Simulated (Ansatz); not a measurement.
Single-point calculation of NbP

- system: NbP (I4₁md, 4 atoms in the cell)
- method: DFT, PBE, plane waves, norm-conserving potentials, Ueff = 5 eV on Nb d, no spin polarisation (Ansatz 0.2.0)

The structure derives from a Materials Project entry.

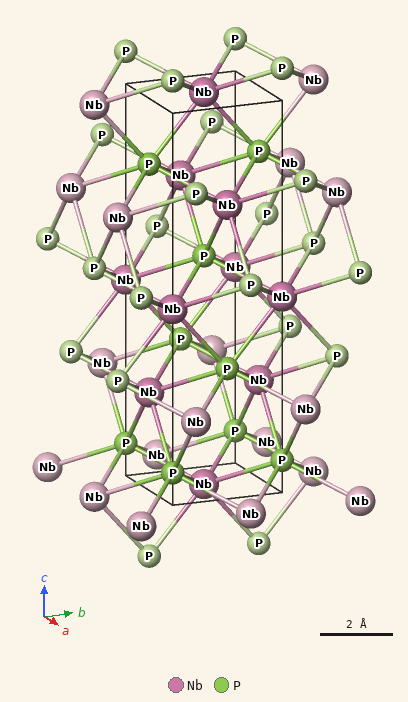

Figure 1. The structure (ball-and-stick view of the cell 2 times as large as that of the calculation, set on its symmetry axes, seen slightly off an axis; neighbours outside the cell are drawn fainter). An atom can appear more than once, as a periodic image. Near neighbours in the periodic cell (some may lie outside the picture): Nb has 6 P at 2.54 to 2.55 Å; P has 6 Nb at 2.54 to 2.55 Å.

Summary

```csv
quantity,value
outcome,converged
space group (tolerance 0.01 Å),I4₁md (109)
electrons treated,36
free energy,−3757.6175 eV
Fermi energy,15.323 eV
pressure,2.37 GPa
largest force (length of the vector),0.023 eV/Å
hardware,"4 threads of Arm Neoverse V1, 24 GiB of memory available, shared host"
wall time,32 s (CPU time 2.1 min)
peak memory,1.1 GiB
```

Settings chosen away from the usual ones: hamiltonian.hubbard = {"sites": [{"species": "Nb", "l": "d", "u_eff": 5.0}], "double_counting": "fll"}, hamiltonian.pseudopotentials = {"kind": "nc", "accuracy": "standard"}, basis.ecutwfc = "700 eV". The program warns: the cutoff is below the recommended one.

Input
```yaml
crystal:
  lattice:
    - [-1.6731146522, 1.6731146522, 5.717413033]
    - [1.6731146522, -1.6731146522, 5.717413033]
    - [1.6731146522, 1.6731146522, -5.717413033]
  atoms:
    - { symbol: Nb, position: [0.5000094769, 0.5000094769, 0.0] }
    - { symbol: Nb, position: [0.2500094769, 0.7500094769, 0.5] }
    - { symbol: P, position: [0.0826190931, 0.0826190931, 0.0] }
    - { symbol: P, position: [0.8326190931, 0.3326190931, 0.5] }
basis:
  ecutwfc: "700 eV"
  ecutrho_ratio: 4
kpoints:
  mp_grid: { grid: [14, 14, 14] }
hamiltonian:
  xc: pbe
  hubbard: { sites: [{ species: Nb, l: d, u_eff: 5.0 }], double_counting: fll }
  pseudopotentials: { kind: nc, accuracy: standard }
scf:
  occupations: { method: gaussian, width: 0.05 }
output:
  forces: true
  stress: true
  write_density: true
  write_potential: true
  elf: true
  volumetric_format: npy
```

Launch command:
```bash
ansatz run input.yaml --threads 4 --pin off --max-ram 7168MiB --backend cpu --events-out ev --progress --plain --runs-dir out
```

Output
```
Warning: basis.ecutwfc = 700 eV is below the records' recommended 1115.666836 eV, and the density's cutoff is lower with it unless basis.ecutrho_ratio is high enough to keep the records' density cutoff: compare with a run at a higher cutoff
Warning: basis.ecutrho_ratio = 4 (ecutrho = 2800 eV) is below the records' recommended 4462.667344 eV
basis.fft_grid_basis auto: the FFT boxes are laid along the combinations [[1, -1, 0], [0, 1, 0], [1, 0, 1]] of the cell's own vectors, 4.732, 6.188 and 3.346 Å long. The dense box has 45×54×30 points. Along the cell's own vectors, as sized, it would have 54×54×54, 2.16 times as many. Of the 8 symmetry operations that the crystal satisfies within crystal.symmetry.tolerance (time reversal apart; of a slab, those that keep its plane) the dense box along the cell's own vectors carries 8, and the one as laid loses 7 of those. basis.fft_grid_basis: typed keeps the cell's own vectors: state it where this run's energies or levels are differenced outside the engine with another run's, or held beside a run that keeps those vectors. Those combinations have planes normal to reciprocal vector 3, as the cell's own vectors have. Each planar average written beside output.write_density, output.write_potential has a row for each plane of the box: 30. The volumetric files lie along those combinations, not along the cell's own vectors: a cube or XSF file states them, and fields.json those of NumPy files.
Engine: ansatz 0.2.0, aarch64-unknown-linux-gnu
Pseudopotentials: kind: nc
Pseudopotential: Nb, nc, valence charge 13, recommended cutoff 1115.666836 eV (normal), Nb.nc.azcp (PseudoDojo's, or run here from an input of PseudoDojo's; its table is named by hamiltonian.pseudopotentials.accuracy)
Pseudopotential: P, nc, valence charge 5, recommended cutoff 598.650497 eV (normal), P.nc.azcp (PseudoDojo's, or run here from an input of PseudoDojo's; its table is named by hamiltonian.pseudopotentials.accuracy)
Functional definition: PBE
  parameter kappa = 0.804
  parameter beta = 0.06672455060314922
  exchange = pbe_x(kappa = kappa, mu = beta*pi^2/3)
  correlation = pbe_c(beta = beta)
Crystal: 4 atoms, lattice volume = 64.019 Å³
Basis set: ecut = 700 eV, 2697 PW (Γ), FFT grids on a1−a2, a2, a1+a3, exchange–correlation on 90×108×60 points (8 copies of the dense FFT grid, shifted against one another)
Bands: 22, of which v1, the nominal top of the filled ones, is band 18 counted from 1 (17 counted from 0)
Symmetry: 8 space group operations
Space group: I41md (ITA 109), of the structure as read, at distance tolerance 4.0e-5 Å
k-points: 244 of 2744 (time reversal used)
Non-local potential: Nb, projectors of the file, l = 0: 2, l = 1: 2, l = 2: 2
Non-local potential: P, projectors of the file, l = 0: 2, l = 1: 2, l = 2: 2
Initial density: superposition of atomic densities (chi_scale 0.1, normalization cell, long waves of neutral atoms under a Hubbard term (reshape's long-wave potential 0.00 eV rms, cloud 2.71 Å wide))
Initial wavefunctions: pseudopotential atomic-orbital guess
Functional: x = pbe(κ = 0.804, μ = 0.2195149727645171), c = pbe(β = 0.06672455060314922)
SCF iter   1: F=—  HF=-3759.292708 eV  |F-HF|=—  |Δ(HF+E_count)|=         —  Δρ=8.03e-2  dr2=6.43e0  ethr=3.10e-3  ⟨swp⟩=6.3  Hψ=27221  notcnv=0
preconditioner: auto → Kerker (q_TF=auto, 2.479 Å⁻¹)  [metal: Δε(μ)=0.030 eV  Ē_g=7.349 eV  σ=0.050 eV  W_gap=0.32  n_scr=12 (ndim 8)  ℏωp=20.8 eV  f_vac=0.000  D(μ)=0.35/eV (n_scr^D=0)]
SCF iter   2: F=—  HF=-3757.758490 eV  |F-HF|=—  |Δ(HF+E_count)|=    1.53e0  Δρ=3.63e-2  dr2=1.06e0  ethr=3.10e-3  ⟨swp⟩=3.3  Hψ=13986  notcnv=0
SCF iter   3: F=—  HF=-3757.606743 eV  |F-HF|=—  |Δ(HF+E_count)|=   1.52e-1  Δρ=1.06e-2  dr2=6.44e-2  ethr=2.96e-3  ⟨swp⟩=3.3  Hψ=9714  notcnv=0
SCF iter   4: F=—  HF=-3757.617211 eV  |F-HF|=—  |Δ(HF+E_count)|=   1.05e-2  Δρ=3.07e-3  dr2=6.66e-3  ethr=1.79e-4  ⟨swp⟩=3.0  Hψ=11408  notcnv=0
SCF iter   5: F=—  HF=-3757.616687 eV  |F-HF|=—  |Δ(HF+E_count)|=   5.24e-4  Δρ=8.32e-4  dr2=3.95e-4  ethr=1.85e-5  ⟨swp⟩=2.8  Hψ=9465  notcnv=0
SCF iter   6: F=—  HF=-3757.617088 eV  |F-HF|=—  |Δ(HF+E_count)|=   4.01e-4  Δρ=4.42e-4  dr2=5.80e-5  ethr=1.10e-6  ⟨swp⟩=2.4  Hψ=8786  notcnv=0
SCF iter   7: F=—  HF=-3757.617473 eV  |F-HF|=—  |Δ(HF+E_count)|=   3.86e-4  Δρ=1.47e-4  dr2=6.70e-6  ethr=1.61e-7  ⟨swp⟩=3.0  Hψ=11014  notcnv=0
SCF iter   8: F=—  HF=-3757.617505 eV  |F-HF|=—  |Δ(HF+E_count)|=   3.16e-5  Δρ=4.87e-5  dr2=1.31e-6  ethr=1.86e-8  ⟨swp⟩=3.1  Hψ=11144  notcnv=0
SCF iter   9: F=-3757.617507 eV  HF=-3757.617507 eV  |F-HF|=9.07e-9  |Δ(HF+E_count)|=   1.67e-6  Δρ=9.32e-6  dr2=3.24e-8  ethr=2.78e-10  ⟨swp⟩=12.6  Hψ=54006  notcnv=0
SCF 1 converged in 9 iterations: F = -3757.617507 eV  dr2 = 3.24e-8
  Residual-converged pass: ⟨swp⟩=1.0  Hψ=6353  notcnv=0  max |occ|·‖R‖ = 7.1e-9 eV (tolerance 1.0e-8 eV)  dr2=3.24e-8  dr2_onsite=1.77e-8  max |Δocc| = 2.1e-11
SCF converged after 9 iterations
Free energy (F): -3757.617507 eV
Harris-Foulkes:  -3757.617507 eV  (|F-HF|=9.07e-9)
Internal energy: -3757.617108 eV  (E = F + TS)
E sigma→0 (E₀):  -3757.617307 eV
Entropy (-TS):   -0.000399 eV (-0.100 meV/atom)
Fermi energy:    15.323249 eV
--- Per-component energies (eV) ---
  E_band       = -139.797456
  E_kinetic    = 1124.490386
  E_local      = -2140.731155  (includes V_loc(G=0)·N_el)
  E_nonlocal   = 478.976064
  E_hartree    = 529.043006
  E_xc         = -825.691593
  E_vxc        = -663.278750  (∫ρ·V_xc dr)
  E_hubbard    = 12.225329  (on-site DFT+U / exact-exchange correction)
  E_vhub       = 2.659497  (the Hubbard potential's part of the band-sum identity)
  E_ewald      = -2935.929144
  E_smearing   = -0.000399  (= −TS)
  E_closure    = 0.000000  (closes the sum)
  Σ components = -3757.617507   (vs F -3757.617507, Δ=0.00e0)
--- Forces (eV/Å), atoms counted from 1 ---
  atom   1  Nb    -0.00000000     0.00000000    -0.02301076
  atom   2  Nb    -0.00000000    -0.00000000    -0.02301076
  atom   3  P      0.00000000     0.00000000     0.02300218
  atom   4  P     -0.00000000    -0.00000000     0.02300218
  max |Σ_I F_I| component: 1.72e-5 eV/Å
--- Stress (GPa, compression-positive) ---
        2.143209      -0.000000       0.000000
       -0.000000       2.143209      -0.000000
        0.000000      -0.000000       2.825273
  P = ⅓ Tr σ = 2.3706 GPa (23.706 kbar)
--- Band table (eV; the first three rows and the last of 244) ---
  k-point 0: bands = ["-40.0834", "-40.0470", "-16.2502", "-16.0912", "-16.0912", "-15.9493", "-15.9493", "-15.8542", "2.3897", "4.8187", "8.9416", "12.1590", "13.0609", "13.0609", "13.1602", "13.4210", "13.8813", "13.8813", "16.1701", "16.9351", "17.6658", "18.4024"]
  k-point 1: bands = ["-40.0814", "-40.0455", "-16.2429", "-16.1056", "-16.0997", "-15.9638", "-15.9581", "-15.8544", "2.5292", "4.8777", "9.0222", "11.9626", "12.8981", "13.0262", "13.0372", "13.2696", "13.9209", "14.0176", "15.9701", "16.6059", "17.6834", "18.0434"]
  k-point 2: bands = ["-40.0753", "-40.0422", "-16.2250", "-16.1444", "-16.1270", "-15.9995", "-15.9888", "-15.8551", "2.9241", "5.0182", "9.2875", "11.4548", "12.2731", "12.5553", "12.6394", "13.4422", "14.2686", "14.2757", "15.6786", "15.9088", "17.6174", "17.9246"]
  k-point 243: bands = ["-40.0648", "-40.0648", "-16.0970", "-16.0970", "-16.0530", "-16.0530", "-15.9406", "-15.9406", "3.3798", "3.3798", "11.0630", "11.0630", "12.6037", "12.6037", "12.6157", "12.6157", "14.6215", "14.6215", "16.5277", "16.5277", "17.6700", "17.6700"]
Occupation matrices written to [file]
```

File rho_z.tsv
```
# z_ang	rho[e/angstrom^3]
# format = ansatz-planar-average/11
# lattice	-1.673114652	1.673114652	5.717413033
# lattice	1.673114652	-1.673114652	5.717413033
# lattice	1.673114652	1.673114652	-5.717413033
# sites	4
# site	41	0.000000000	0.000000000	5.717521400
# site	41	1.673114652	0.000000000	2.858814883
# site	15	0.000000000	0.000000000	0.944734959
# site	15	-0.000000000	1.673114652	3.803441476
0.000000	5.569239e-1
0.206256	5.587810e-1
0.412512	5.637707e-1
0.618768	5.695179e-1
0.825025	5.717867e-1
1.031281	5.673350e-1
1.237537	5.578457e-1
1.443793	5.499788e-1
1.650049	5.499788e-1
1.856305	5.578457e-1
2.062561	5.673350e-1
2.268818	5.717867e-1
2.475074	5.695179e-1
2.681330	5.637707e-1
2.887586	5.587810e-1
3.093842	5.569239e-1
3.300098	5.587810e-1
3.506354	5.637707e-1
3.712611	5.695179e-1
3.918867	5.717867e-1
4.125123	5.673350e-1
4.331379	5.578457e-1
4.537635	5.499788e-1
4.743891	5.499788e-1
4.950147	5.578457e-1
5.156404	5.673350e-1
5.362660	5.717867e-1
5.568916	5.695179e-1
5.775172	5.637707e-1
5.981428	5.587810e-1
```

File v_z.tsv
```
# z_ang	v_es[eV]	v_tot[eV]
# format = ansatz-planar-average/11
# xc	pbe
# density_cutoff_ev	2800
# datasets	Nb=:simpson_from_first_knot	P=:simpson_from_first_knot
# lattice	-1.673114652	1.673114652	5.717413033
# lattice	1.673114652	-1.673114652	5.717413033
# lattice	1.673114652	1.673114652	-5.717413033
# sites	4
# site	41	0.000000000	0.000000000	5.717521400
# site	41	1.673114652	0.000000000	2.858814883
# site	15	0.000000000	0.000000000	0.944734959
# site	15	-0.000000000	1.673114652	3.803441476
0.000000	1.165956e-1	-1.226649e1
0.206256	3.616148e-1	-1.200133e1
0.412512	1.055631e0	-1.125384e1
0.618768	2.083425e0	-1.015192e1
0.825025	3.274176e0	-8.879984e0
1.031281	4.427068e0	-7.657264e0
1.237537	5.341979e0	-6.698064e0
1.443793	5.849907e0	-6.171153e0
1.650049	5.849907e0	-6.171153e0
1.856305	5.341979e0	-6.698064e0
2.062561	4.427068e0	-7.657264e0
2.268818	3.274176e0	-8.879984e0
2.475074	2.083425e0	-1.015192e1
2.681330	1.055631e0	-1.125384e1
2.887586	3.616148e-1	-1.200133e1
3.093842	1.165956e-1	-1.226649e1
3.300098	3.616148e-1	-1.200133e1
3.506354	1.055631e0	-1.125384e1
3.712611	2.083425e0	-1.015192e1
3.918867	3.274176e0	-8.879984e0
4.125123	4.427068e0	-7.657264e0
4.331379	5.341979e0	-6.698064e0
4.537635	5.849907e0	-6.171153e0
4.743891	5.849907e0	-6.171153e0
4.950147	5.341979e0	-6.698064e0
5.156404	4.427068e0	-7.657264e0
5.362660	3.274176e0	-8.879984e0
5.568916	2.083425e0	-1.015192e1
5.775172	1.055631e0	-1.125384e1
5.981428	3.616148e-1	-1.200133e1
```
